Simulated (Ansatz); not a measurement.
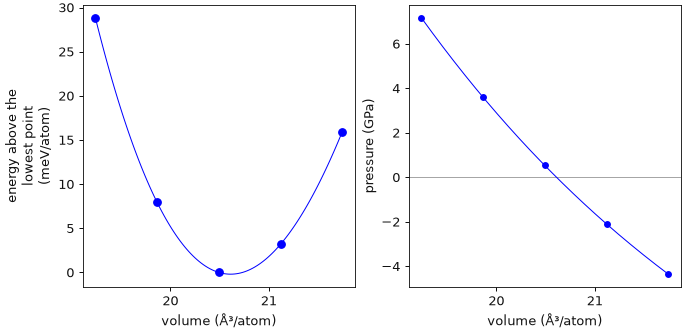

How it was computed, with Ansatz 0.2.0 development build: equation of state of a cubic crystal from periodic Kohn-Sham density functional theory without spin, third-order Birch-Murnaghan fit to the free energies; pressure corrected for the finite basis. Level: HSE06.

structure type zinc blende; atoms in cell 2; space group number 216; lattice centring face-centred primitive; k mesh 4×4×4; occupation method Fermi–Dirac; occupation width 0.05 eV; wave cutoff 700 eV; datasets hard PAW; density tolerance 0 eV; bands 12; density cutoff ratio 4; search for lower states default; exchange singularity regularized.

Figure. Energy above the lowest point and pressure against volume for AlP, space group F-43m (No. 216) (one of a set of cubic test structures, which need not be the stable phase).

A third-order Birch–Murnaghan fit gives V0 = 20.61 Å³/atom, B0 = 90.6 GPa and B′ = 4.0. The energy above the lowest point is 28.8 meV/atom at volume 19.24 Å³/atom and 16.0 meV/atom at 21.75 Å³/atom; the lowest computed point is at volume 20.49 Å³/atom (0.0 meV/atom). The pressure falls from 7.2 GPa at volume 19.24 Å³/atom to −4.4 GPa at 21.75 Å³/atom, and changes sign near 20.62 Å³/atom.

Note: modest k-mesh, values are not fully converged in k; pseudopotentials made with PBE, not this functional.
